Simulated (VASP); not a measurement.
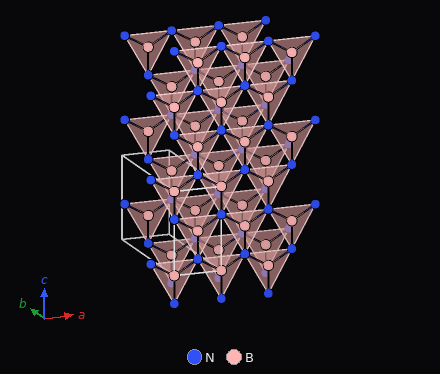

Polyhedra are drawn about B (bonds: B–N below 1.6 Å); other atoms are plain spheres.

BN (space group Fmm2, No. 42): the end point of a relaxation with VASP Kohn-Sham DFT of a periodic cell, rSCAN, VASP PAW PBE potentials, recommended in VASP.

Sharing among the drawn polyhedra:

```csv
site,polyhedron,corner-sharing neighbours,edge-sharing,face-sharing,bond (Å)
B,BN3 triangle,6,0,0,1.44
```

They form layers of corner-sharing triangles parallel to (010).
